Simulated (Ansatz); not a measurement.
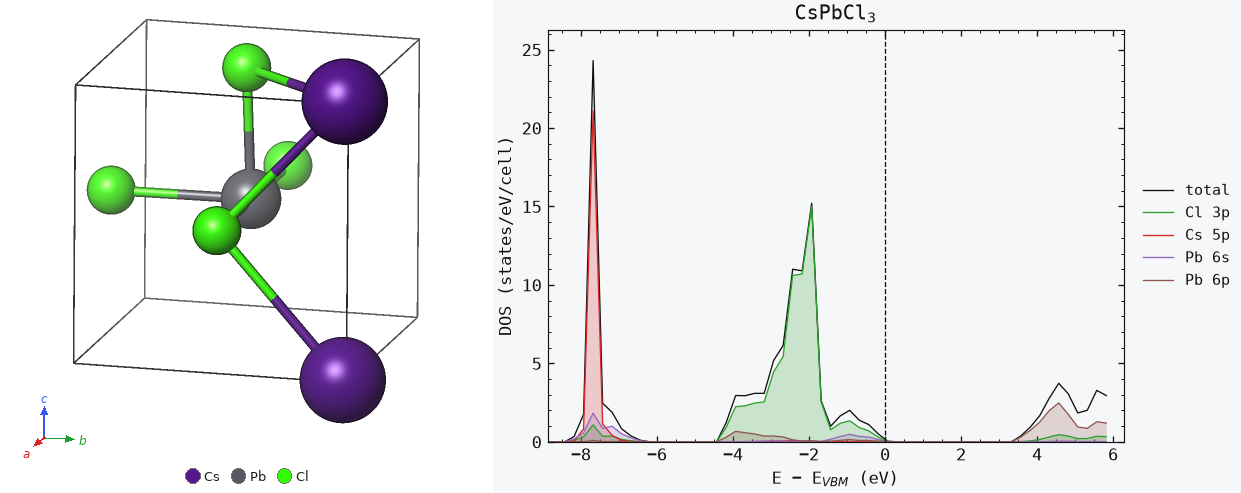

Density of states, beside the structure. Energies are counted from the top of the valence band. The partial curves are projected on Löwdin-orthogonalised atomic shells.

System: CsPbCl₃, space group P1 (No. 1), 5 atoms in the cell.

Level of theory: DFT with m-r2SCAN, PAW plane waves, no spin polarisation, 3×3×3 k mesh, 500 eV cutoff, Fermi-Dirac smearing of 0.1 eV; code Ansatz.

> Metal or insulator, going by the density of states?

There is a gap; over the k points computed it is 3.44 eV.

> Where is the tallest peak in the window, and which states make it?

The tallest peak in the window is at −7.7 eV; by projected weight it is Cs 5p (85 %).

The atoms aren't at rest in this cell (largest force 0.4 eV/Å), so the relaxed material can differ. Spin-orbit coupling is left out, which matters for Pb.
